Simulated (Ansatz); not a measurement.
Run report: WS$_{2}$, geometry relaxation (part 1 of 2)

- system: WS$_{2}$ (slab, 9 atoms in the cell)
- method: DFT PBEsol, scalar-relativistic, plane waves, PAW, no spin polarisation (Ansatz 0.2.0)

The structure derives from an entry of the Crystallography Open Database. The input holds or restrains some coordinates. Forces given for the steps count only the free coordinates. It belongs to a series of runs on one base structure; here: clean slab, lower half held.

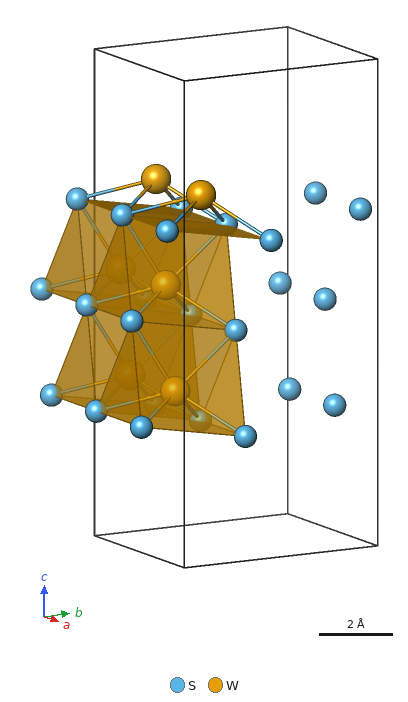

The structure as given in the input (polyhedral view of the 2 × 1 repeat of the cell, with the vacuum cut short, seen slightly off an axis; polyhedra are completed across the faces of the cell). An atom can appear more than once, as a periodic image.

Input file
```yaml
crystal:
  lattice:
    - [3.1476068045, 0.0, 0.0]
    - [-1.5738034023, 6.4349390115, 0.0]
    - [0.0, 0.0, 23.5179716437]
  atoms:
    - { symbol: S, position: [0.14145359, 0.28290718, 0.361425727] }
    - { symbol: S, position: [0.9004252594, 0.8008505187, 0.3802388718] }
    - { symbol: W, position: [0.5308948236, 0.0617896473, 0.4090820769] }
    - { symbol: S, position: [0.6713612265, 0.342722453, 0.4761718251] }
    - { symbol: S, position: [0.4303328959, 0.8606657918, 0.4949849698] }
    - { symbol: W, position: [0.0608024601, 0.1216049203, 0.5238281749] }
    - { symbol: S, position: [0.201268863, 0.4025377261, 0.5909179231] }
    - { symbol: S, position: [0.9602405324, 0.9204810648, 0.6097310678] }
    - { symbol: W, position: [0.5907100966, 0.1814201933, 0.638574273] }
basis:
  ecutwfc: 420
kpoints:
  mp_grid: { grid: [9, 4, 1] }
hamiltonian:
  xc: pbesol
scf:
  occupations: { method: gaussian, width: 0.05 }
output:
  forces: true
  eigenvalues: true
  write_density: true
  write_potential: true
  elf: true
  volumetric_format: npy
relax:
  adjacent_minimum: "off"
  f_tol: 0.03
  max_steps: 70
  constraints: [{ sites: [0, 1, 2, 3, 4] }]
efield:
  axis: 3
  dipole_correction: true
  ramp_width: 0.04
```

Run on 2 threads of Intel Xeon (Granite Rapids), 192 GiB of memory available, shared host.

Launched with:
```bash
ansatz run input.yaml --threads 2 --pin off --max-ram 5120MiB --backend cpu --events-out ev --progress --plain --runs-dir out
```

Output
```
Warning: crystal.symmetry: narrowed to the stabiliser of the k-point mesh — unitary ops 2 → 1; excluded 1 operation that carries a point of the 9×4×1 mesh (shift [0, 0, 0]) off the mesh (the run samples exactly the mesh kpoints.mp_grid names, as under crystal.symmetry.detect: false, and its converged state has the mesh's symmetry, not the crystal's; ε∞, the Born charges and the force constants of a linear response (`dielectric:` by the response, `phonons.method: dfpt`) are averaged over those of the crystal's operations that the state keeps within a tolerance, where `mesh_tensors`, `unaveraged_element` or `gamma_mean_max_change_ev_ang2` stands beside them; a row that `dielectric.field_direction` solves alone is averaged likewise, with nothing beside; a Γ-centred mesh of equal divisions is mapped onto itself by every operation and keeps the whole group, as does a half-shifted one under kpoints.further_shifts: images)
Engine: ansatz 0.2.0, x86_64-unknown-linux-gnu
Pseudopotentials: kind: paw
Pseudopotential: S, paw, valence charge 6, recommended cutoff 420 eV (normal), S.paw.azcp
Pseudopotential: W, paw, valence charge 14, recommended cutoff 420 eV (normal), W.paw.azcp
Functional definition: PBEsol
  exchange = pbesol_x
  correlation = pbesol_c
Crystal: 9 atoms, lattice volume = 476.348 Å³
Basis set: ecut = 420 eV, 9267 PW (Γ), exchange–correlation on 48×90×320 points (8 copies of the dense FFT grid, shifted against one another)
Bands: 48, of which v1, the nominal top of the filled ones, is band 39 counted from 1 (38 counted from 0)
Symmetry: 1 space group operations
k-points: 19 of 36 (time reversal used)
Non-local potential: S, projectors of the file, l = 0: 2, l = 1: 2, l = 2: 2
Non-local potential: W, projectors of the file, l = 0: 3, l = 1: 2, l = 2: 2, l = 3: 1
PAW form: soft (Blöchl's): semilocal exchange-correlation on the pseudo side does not see the compensation charge
PAW frozen core: S, regenerated for the run's functional, and the local potential with it (the file was generated under x = pbe(κ = 0.804, μ = 0.2195149727645171), c = pbe(β = 0.06672455060314922))
PAW frozen core: W, regenerated for the run's functional, and the local potential with it (the file was generated under x = pbe(κ = 0.804, μ = 0.2195149727645171), c = pbe(β = 0.06672455060314922))
PAW one-centre angular grid: S, 110 points (default); XC on 64 Gauss nodes
PAW one-centre angular grid: W, 590 points (default); XC on 64 Gauss nodes
Initial density: superposition of atomic densities (neutral atoms: chi_scale 0, normalization atom), corrected by the library's trained network
Initial wavefunctions: pseudopotential atomic-orbital guess
Functional: x = pbesol(κ = 0.804, μ = 0.12345679012345678), c = pbesol(β = 0.046)
SCF iter   1: F=—  HF=-36081.838717 eV  |F-HF|=—  |Δ(HF+E_count)|=         —  Δρ=6.92e-3  dr2=1.49e0  ethr=1.77e-3  p=0.182 e·Å  D=6.91e-2 V/Å  ΔV_dip=-1.62 eV  dr2_dipole=4.53e-1  V_vac-E_F(+/−)=4.43/6.06 eV  ⟨swp⟩=8.2  Hψ=4212  notcnv=0  defer=11
efield: sawtooth ramp at fractional position 0.9800 (placed from the atoms, in the widest stretch of the axis that holds none; the zero of the levels goes with the place), width 0.0400; the density the first Hamiltonian is built on has a dipole p = 0.182 e·Å; the dipole correction subtracts the counter field D = 6.91e-2 V/Å, which shifts the + side's vacuum level by -1.62 eV against the − side's; the planar-averaged density in the ramp window peaks in size at 8.5e-6 e/Å³
preconditioner: auto → LDOS  [metal: Δε(μ)=0.005 eV  Ē_g=7.505 eV  σ=0.050 eV  W_gap=0.06  n_scr=46 (ndim 8)  ℏωp=12.5 eV  f_vac=0.593  D(μ)=11.30/eV (n_scr^D=54)  β→1.0]
SCF iter   2: F=—  HF=-36081.816860 eV  |F-HF|=—  |Δ(HF+E_count)|=   2.19e-2  Δρ=2.62e-3  dr2=9.42e-2  ethr=1.77e-3  p=0.211 e·Å  D=8.01e-2 V/Å  ΔV_dip=-1.88 eV  dr2_dipole=1.73e-2  V_vac-E_F(+/−)=4.38/6.27 eV  ⟨swp⟩=1.9  Hψ=1101  notcnv=0  defer=33
SCF iter   3: F=—  HF=-36081.813411 eV  |F-HF|=—  |Δ(HF+E_count)|=   3.45e-3  Δρ=1.48e-3  dr2=4.07e-2  ethr=1.21e-4  p=0.209 e·Å  D=7.95e-2 V/Å  ΔV_dip=-1.87 eV  dr2_dipole=7.32e-3  V_vac-E_F(+/−)=4.40/6.27 eV  ⟨swp⟩=2.1  Hψ=1369  notcnv=0  defer=56
SCF iter   4: F=—  HF=-36081.811901 eV  |F-HF|=—  |Δ(HF+E_count)|=   1.51e-3  Δρ=5.47e-4  dr2=6.16e-3  ethr=5.22e-5  p=0.212 e·Å  D=8.04e-2 V/Å  ΔV_dip=-1.89 eV  dr2_dipole=1.14e-3  V_vac-E_F(+/−)=4.38/6.27 eV  ⟨swp⟩=2.1  Hψ=1064  notcnv=0  defer=56
SCF iter   5: F=—  HF=-36081.811544 eV  |F-HF|=—  |Δ(HF+E_count)|=   3.58e-4  Δρ=2.70e-4  dr2=1.90e-3  ethr=7.89e-6  p=0.212 e·Å  D=8.06e-2 V/Å  ΔV_dip=-1.90 eV  dr2_dipole=6.03e-4  V_vac-E_F(+/−)=4.39/6.29 eV  ⟨swp⟩=2.1  Hψ=1257  notcnv=0  defer=56
SCF iter   6: F=—  HF=-36081.811512 eV  |F-HF|=—  |Δ(HF+E_count)|=   3.19e-5  Δρ=8.96e-5  dr2=8.28e-5  ethr=2.43e-6  p=0.212 e·Å  D=8.06e-2 V/Å  ΔV_dip=-1.90 eV  dr2_dipole=6.38e-7  V_vac-E_F(+/−)=4.39/6.29 eV  ⟨swp⟩=1.3  Hψ=882  notcnv=0  defer=56
SCF iter   7: F=—  HF=-36081.811524 eV  |F-HF|=—  |Δ(HF+E_count)|=   1.27e-5  Δρ=3.59e-5  dr2=2.31e-5  ethr=2.88e-8  p=0.212 e·Å  D=8.05e-2 V/Å  ΔV_dip=-1.89 eV  dr2_dipole=6.13e-6  V_vac-E_F(+/−)=4.40/6.29 eV  ⟨swp⟩=22.6  Hψ=11466  notcnv=0
SCF iter   8: F=-36081.811517 eV  HF=-36081.811525 eV  |F-HF|=8.57e-6  |Δ(HF+E_count)|=   8.62e-7  Δρ=2.64e-5  dr2=1.00e-5  ethr=2.88e-8  p=0.212 e·Å  D=8.05e-2 V/Å  ΔV_dip=-1.89 eV  dr2_dipole=2.56e-7  V_vac-E_F(+/−)=4.40/6.29 eV  ⟨swp⟩=15.0  Hψ=9267  notcnv=0
SCF 1 converged in 8 iterations: F = -36081.811517 eV  dr2 = 1.00e-5
  greatest PAW one-centre occupation: 1.000 electrons in one spin orbital (limit 2), on the W atom at site 2 (counted from 0), in its partial waves of l = 0
relax step   1: F+E_penalty+E_count = -36081.81151675 eV  Δ(F+E_penalty+E_count) = +0.000e0 eV  max|allowed force component| = 1.961e0 eV/Å  Δτ_max = 0.0000 Å  (8 SCF iters, dr2 threshold 2.25e-5 eV, accepted)
Initial density: handed on by an earlier stage of this run
Initial wavefunctions: those handed on with the density
iter 1 solved again at ethr=1.89e-3 eV; its pass at ethr=3.10e-3 eV (dr2=1.47e0 eV) is discarded
SCF iter   1: F=—  HF=-36082.086278 eV  |F-HF|=—  |Δ(HF+E_count)|=         —  Δρ=8.72e-3  dr2=1.35e0  ethr=1.89e-3  p=0.212 e·Å  D=8.05e-2 V/Å  ΔV_dip=-1.89 eV  dr2_dipole=4.99e-1  V_vac-E_F(+/−)=4.27/6.16 eV  ⟨swp⟩=1.0  Hψ=3606  notcnv=0  defer=29
efield: sawtooth ramp at fractional position 0.9800 (handed on by an earlier solve), width 0.0400; the density the first Hamiltonian is built on has a dipole p = 0.212 e·Å; the dipole correction subtracts the counter field D = 8.05e-2 V/Å, which shifts the + side's vacuum level by -1.89 eV against the − side's; the planar-averaged density in the ramp window peaks in size at 1.1e-6 e/Å³
preconditioner: auto → LDOS  [metal: Δε(μ)=0.040 eV  Ē_g=7.629 eV  σ=0.050 eV  W_gap=0.39  n_scr=46 (ndim 8)  ℏωp=12.5 eV  f_vac=0.595  D(μ)=3.42/eV (n_scr^D=18)  β→1.0]
SCF iter   2: F=—  HF=-36082.580574 eV  |F-HF|=—  |Δ(HF+E_count)|=   4.94e-1  Δρ=2.38e-2  dr2=3.16e1  ethr=1.73e-3  p=0.305 e·Å  D=1.16e-1 V/Å  ΔV_dip=-2.72 eV  dr2_dipole=1.26e1  V_vac-E_F(+/−)=4.11/6.83 eV  ⟨swp⟩=3.3  Hψ=1705  notcnv=0  defer=33  recentre
SCF iter   3: F=—  HF=-36082.054339 eV  |F-HF|=—  |Δ(HF+E_count)|=   5.26e-1  Δρ=6.30e-3  dr2=7.74e-1  ethr=1.73e-3  p=0.219 e·Å  D=8.33e-2 V/Å  ΔV_dip=-1.96 eV  dr2_dipole=2.79e-1  V_vac-E_F(+/−)=4.27/6.23 eV  ⟨swp⟩=2.7  Hψ=1332  notcnv=0  defer=34
SCF iter   4: F=—  HF=-36082.040061 eV  |F-HF|=—  |Δ(HF+E_count)|=   1.43e-2  Δρ=1.77e-3  dr2=4.78e-2  ethr=9.93e-4  p=0.227 e·Å  D=8.61e-2 V/Å  ΔV_dip=-2.03 eV  dr2_dipole=8.69e-3  V_vac-E_F(+/−)=4.26/6.28 eV  ⟨swp⟩=1.9  Hψ=938  notcnv=0  defer=38
SCF iter   5: F=—  HF=-36082.037148 eV  |F-HF|=—  |Δ(HF+E_count)|=   2.91e-3  Δρ=1.13e-3  dr2=6.11e-2  ethr=6.12e-5  p=0.227 e·Å  D=8.62e-2 V/Å  ΔV_dip=-2.03 eV  dr2_dipole=2.46e-2  V_vac-E_F(+/−)=4.27/6.30 eV  ⟨swp⟩=2.2  Hψ=1422  notcnv=0  defer=43
SCF iter   6: F=—  HF=-36082.036266 eV  |F-HF|=—  |Δ(HF+E_count)|=   8.82e-4  Δρ=6.16e-4  dr2=1.99e-2  ethr=6.12e-5  p=0.222 e·Å  D=8.42e-2 V/Å  ΔV_dip=-1.98 eV  dr2_dipole=7.81e-3  V_vac-E_F(+/−)=4.31/6.29 eV  ⟨swp⟩=1.0  Hψ=869  notcnv=0  defer=43
SCF iter   7: F=—  HF=-36082.035995 eV  |F-HF|=—  |Δ(HF+E_count)|=   2.71e-4  Δρ=2.46e-4  dr2=2.12e-3  ethr=2.55e-5  p=0.220 e·Å  D=8.34e-2 V/Å  ΔV_dip=-1.96 eV  dr2_dipole=7.89e-4  V_vac-E_F(+/−)=4.33/6.29 eV  ⟨swp⟩=1.0  Hψ=869  notcnv=0  defer=43
SCF iter   8: F=—  HF=-36082.036000 eV  |F-HF|=—  |Δ(HF+E_count)|=   5.36e-6  Δρ=8.81e-5  dr2=1.01e-4  ethr=2.72e-6  p=0.219 e·Å  D=8.31e-2 V/Å  ΔV_dip=-1.95 eV  dr2_dipole=8.76e-9  V_vac-E_F(+/−)=4.33/6.29 eV  ⟨swp⟩=1.7  Hψ=968  notcnv=0  defer=43
SCF iter   9: F=—  HF=-36082.036000 eV  |F-HF|=—  |Δ(HF+E_count)|=   3.92e-7  Δρ=5.83e-5  dr2=1.25e-4  ethr=1.29e-7  p=0.218 e·Å  D=8.28e-2 V/Å  ΔV_dip=-1.95 eV  dr2_dipole=3.40e-5  V_vac-E_F(+/−)=4.34/6.29 eV  ⟨swp⟩=2.0  Hψ=1297  notcnv=0  defer=43
SCF iter  10: F=-36082.035983 eV  HF=-36082.035997 eV  |F-HF|=1.38e-5  |Δ(HF+E_count)|=   2.85e-6  Δρ=3.30e-5  dr2=1.58e-5  ethr=1.28e-7  p=0.218 e·Å  D=8.28e-2 V/Å  ΔV_dip=-1.95 eV  dr2_dipole=2.08e-7  V_vac-E_F(+/−)=4.34/6.29 eV  ⟨swp⟩=22.3  Hψ=10174  notcnv=0
SCF 2 converged in 10 iterations: F = -36082.035983 eV  dr2 = 1.58e-5
relax step   2: F+E_penalty+E_count = -36082.03598307 eV  Δ(F+E_penalty+E_count) = -2.245e-1 eV  max|allowed force component| = 3.243e-1 eV/Å  Δτ_max = 0.1946 Å  (10 SCF iters, dr2 threshold 1.00e-4 eV, accepted)
SCF iter   1: F=—  HF=-36082.043350 eV  |F-HF|=—  |Δ(HF+E_count)|=         —  Δρ=1.19e-3  dr2=1.44e-2  ethr=9.58e-4  p=0.218 e·Å  D=8.28e-2 V/Å  ΔV_dip=-1.95 eV  dr2_dipole=7.93e-4  V_vac-E_F(+/−)=4.34/6.29 eV  ⟨swp⟩=2.7  Hψ=1479  notcnv=0  defer=40
efield: sawtooth ramp at fractional position 0.9800 (handed on by an earlier solve), width 0.0400; the density the first Hamiltonian is built on has a dipole p = 0.218 e·Å; the dipole correction subtracts the counter field D = 8.28e-2 V/Å, which shifts the + side's vacuum level by -1.95 eV against the − side's; the planar-averaged density in the ramp window peaks in size at 7.8e-7 e/Å³
preconditioner: auto → LDOS  [metal: Δε(μ)=0.046 eV  Ē_g=7.549 eV  σ=0.050 eV  W_gap=0.47  n_scr=46 (ndim 8)  ℏωp=12.5 eV  f_vac=0.592  D(μ)=5.93/eV (n_scr^D=28)  β→1.0]
SCF iter   2: F=—  HF=-36082.044863 eV  |F-HF|=—  |Δ(HF+E_count)|=   1.51e-3  Δρ=7.81e-4  dr2=7.82e-3  ethr=1.84e-5  p=0.216 e·Å  D=8.21e-2 V/Å  ΔV_dip=-1.93 eV  dr2_dipole=5.77e-5  V_vac-E_F(+/−)=4.36/6.29 eV  ⟨swp⟩=2.0  Hψ=1656  notcnv=0  defer=43
SCF iter   3: F=—  HF=-36082.043622 eV  |F-HF|=—  |Δ(HF+E_count)|=   1.24e-3  Δρ=3.12e-4  dr2=2.15e-3  ethr=1.00e-5  p=0.217 e·Å  D=8.25e-2 V/Å  ΔV_dip=-1.94 eV  dr2_dipole=1.04e-4  V_vac-E_F(+/−)=4.35/6.29 eV  ⟨swp⟩=2.0  Hψ=1360  notcnv=0  defer=43
SCF iter   4: F=—  HF=-36082.043456 eV  |F-HF|=—  |Δ(HF+E_count)|=   1.66e-4  Δρ=1.03e-4  dr2=2.15e-4  ethr=2.76e-6  p=0.217 e·Å  D=8.24e-2 V/Å  ΔV_dip=-1.94 eV  dr2_dipole=5.41e-7  V_vac-E_F(+/−)=4.35/6.29 eV  ⟨swp⟩=2.0  Hψ=1280  notcnv=0  defer=43
SCF iter   5: F=—  HF=-36082.043442 eV  |F-HF|=—  |Δ(HF+E_count)|=   1.49e-5  Δρ=4.56e-5  dr2=4.27e-5  ethr=2.75e-7  p=0.217 e·Å  D=8.23e-2 V/Å  ΔV_dip=-1.94 eV  dr2_dipole=4.82e-6  V_vac-E_F(+/−)=4.35/6.29 eV  ⟨swp⟩=2.1  Hψ=1249  notcnv=0  defer=43
SCF iter   6: F=-36082.043438 eV  HF=-36082.043442 eV  |F-HF|=4.17e-6  |Δ(HF+E_count)|=   4.28e-7  Δρ=1.78e-5  dr2=5.27e-6  ethr=8.43e-9  p=0.217 e·Å  D=8.23e-2 V/Å  ΔV_dip=-1.93 eV  dr2_dipole=1.36e-9  V_vac-E_F(+/−)=4.35/6.29 eV  ⟨swp⟩=19.9  Hψ=10149  notcnv=0
SCF 3 converged in 6 iterations: F = -36082.043438 eV  dr2 = 5.27e-6
relax step   3: F+E_penalty+E_count = -36082.04343776 eV  Δ(F+E_penalty+E_count) = -7.455e-3 eV  max|allowed force component| = 7.521e-2 eV/Å  Δτ_max = 0.0312 Å  (6 SCF iters, dr2 threshold 6.58e-6 eV, accepted)
SCF iter   1: F=—  HF=-36082.044508 eV  |F-HF|=—  |Δ(HF+E_count)|=         —  Δρ=8.14e-4  dr2=1.33e-2  ethr=3.31e-5  p=0.217 e·Å  D=8.23e-2 V/Å  ΔV_dip=-1.93 eV  dr2_dipole=4.14e-3  V_vac-E_F(+/−)=4.35/6.28 eV  ⟨swp⟩=2.8  Hψ=1869  notcnv=0  defer=42
efield: sawtooth ramp at fractional position 0.9800 (handed on by an earlier solve), width 0.0400; the density the first Hamiltonian is built on has a dipole p = 0.217 e·Å; the dipole correction subtracts the counter field D = 8.23e-2 V/Å, which shifts the + side's vacuum level by -1.93 eV against the − side's; the planar-averaged density in the ramp window peaks in size at 9.6e-7 e/Å³
preconditioner: auto → LDOS  [metal: Δε(μ)=0.032 eV  Ē_g=7.553 eV  σ=0.050 eV  W_gap=0.33  n_scr=46 (ndim 8)  ℏωp=12.5 eV  f_vac=0.593  D(μ)=5.94/eV (n_scr^D=28)  β→1.0]
SCF iter   2: F=—  HF=-36082.044361 eV  |F-HF|=—  |Δ(HF+E_count)|=   1.47e-4  Δρ=5.73e-4  dr2=7.99e-3  ethr=1.70e-5  p=0.217 e·Å  D=8.23e-2 V/Å  ΔV_dip=-1.94 eV  dr2_dipole=1.83e-3  V_vac-E_F(+/−)=4.36/6.29 eV  ⟨swp⟩=1.7  Hψ=1113  notcnv=0  defer=42
SCF iter   3: F=—  HF=-36082.044013 eV  |F-HF|=—  |Δ(HF+E_count)|=   3.48e-4  Δρ=2.04e-4  dr2=9.80e-4  ethr=1.02e-5  p=0.217 e·Å  D=8.24e-2 V/Å  ΔV_dip=-1.94 eV  dr2_dipole=1.54e-4  V_vac-E_F(+/−)=4.35/6.29 eV  ⟨swp⟩=2.0  Hψ=1198  notcnv=0  defer=42
SCF iter   4: F=—  HF=-36082.043941 eV  |F-HF|=—  |Δ(HF+E_count)|=   7.16e-5  Δρ=4.57e-5  dr2=3.46e-5  ethr=1.26e-6  p=0.217 e·Å  D=8.23e-2 V/Å  ΔV_dip=-1.94 eV  dr2_dipole=5.80e-6  V_vac-E_F(+/−)=4.35/6.29 eV  ⟨swp⟩=2.0  Hψ=1250  notcnv=0  defer=42
SCF iter   5: F=—  HF=-36082.044015 eV  |F-HF|=—  |Δ(HF+E_count)|=   7.40e-5  Δρ=1.75e-5  dr2=3.73e-6  ethr=4.44e-8  p=0.217 e·Å  D=8.23e-2 V/Å  ΔV_dip=-1.94 eV  dr2_dipole=2.82e-7  V_vac-E_F(+/−)=4.35/6.29 eV  ⟨swp⟩=2.2  Hψ=1352  notcnv=0  defer=42
SCF iter   6: F=—  HF=-36082.044016 eV  |F-HF|=—  |Δ(HF+E_count)|=   1.48e-6  Δρ=1.10e-5  dr2=1.63e-6  ethr=4.78e-9  p=0.217 e·Å  D=8.23e-2 V/Å  ΔV_dip=-1.93 eV  dr2_dipole=5.48e-8  V_vac-E_F(+/−)=4.35/6.29 eV  ⟨swp⟩=2.1  Hψ=1222  notcnv=0  defer=42
SCF iter   7: F=—  HF=-36082.044017 eV  |F-HF|=—  |Δ(HF+E_count)|=   2.61e-7  Δρ=5.26e-6  dr2=3.46e-7  ethr=2.09e-9  p=0.217 e·Å  D=8.23e-2 V/Å  ΔV_dip=-1.93 eV  dr2_dipole=1.93e-8  V_vac-E_F(+/−)=4.36/6.29 eV  ⟨swp⟩=2.0  Hψ=1108  notcnv=0  defer=42
SCF iter   8: F=-36082.044017 eV  HF=-36082.044017 eV  |F-HF|=1.65e-8  |Δ(HF+E_count)|=   3.50e-8  Δρ=2.50e-6  dr2=6.50e-8  ethr=1.28e-10  p=0.217 e·Å  D=8.22e-2 V/Å  ΔV_dip=-1.93 eV  dr2_dipole=2.04e-9  V_vac-E_F(+/−)=4.36/6.29 eV  ⟨swp⟩=18.6  Hψ=8202  notcnv=0
SCF 4 converged in 8 iterations: F = -36082.044017 eV  dr2 = 6.50e-8
relax step   4: F+E_penalty+E_count = -36082.04401670 eV  Δ(F+E_penalty+E_count) = -5.789e-4 eV  max|allowed force component| = 2.214e-2 eV/Å  Δτ_max = 0.0141 Å  (8 SCF iters, accepted)
```

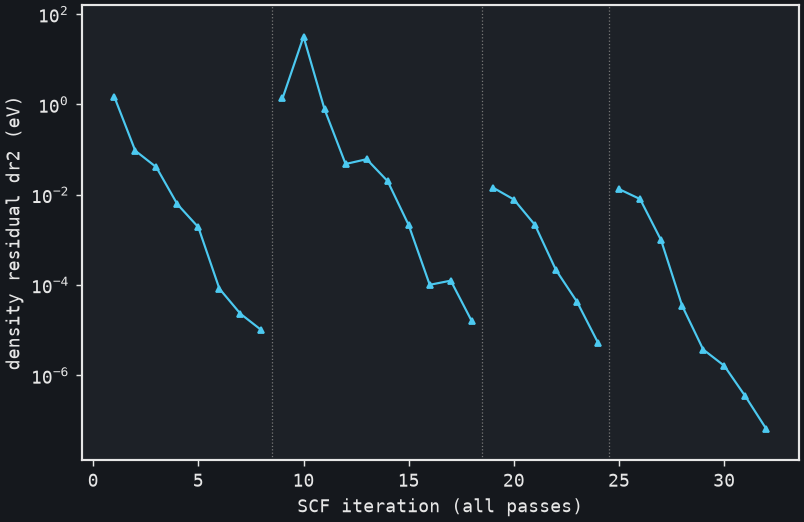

Convergence of the self-consistent field: density residual dr2 against the SCF iteration. The dotted lines part the SCF passes of the relaxation: geometry steps, rejected trials and re-solves on a re-selected basis. The passes take 8, 10, 6 and 8 iterations.
